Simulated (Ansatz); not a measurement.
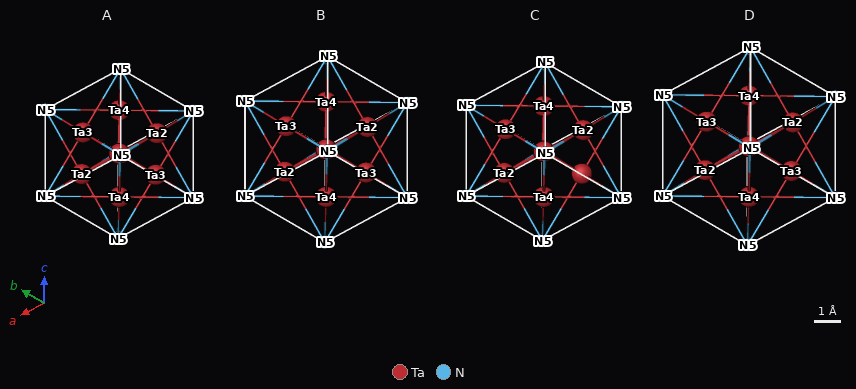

4 geometries from one relaxation of solid Ta4N (a generated structure, set up in Pm-3m) (coarse preliminary run), in shuffled order. Style: ball-and-stick. Shown: the cell of the calculation, from a free direction.

Computed with DFT PBE, scalar-relativistic, plane waves, PAW (Ansatz 0.2.0). Settings: plane-wave cutoff 420 eV; k-point mesh 4 × 4 × 4; occupations gaussian; smearing width 0.1 eV; no spin polarisation; cell and atoms relaxed; force threshold 0.04 eV/Å; at most 70 steps.

Q: Order the frames from highest to lowest energy.

A: A, C, B, D. They are steps 0, 1, 2, 7, at +2194 meV per atom, +922 meV per atom, +288 meV per atom relative to the last. The energy falls by 2194 meV per atom in 5 accepted moves (7 points after the start). All forces vanish by symmetry, so only the cell relaxes. Pressure: 128.37 GPa at the start and 0.07 GPa at the end. At 2 points the geometry stayed and the basis and grid were re-selected for the new cell (energy shift of 42.7 meV per atom at most each time). No atom moves by more than 0.005 Å relative to the cell. Cell: a = b = c 4.164 → 4.858 Å (+16.7 %). Volume +58.8 %. Near-neighbour distances that change, for instance: N–Ta 2.944 → 3.435 Å, Ta–Ta 2.944 → 3.435 Å, Ta–Ta 2.082 → 2.429 Å. The space group stays Pm-3m (No. 221). Cost: 17 s on 1 thread of Intel(R) Xeon(R) Platinum 8259CL CPU @ 2.50GHz (Skylake/Cascade Lake) (shared host), peak memory 0.44 GiB.

Limits of the set-up: the k-point mesh is coarse for a cell with partly filled bands.
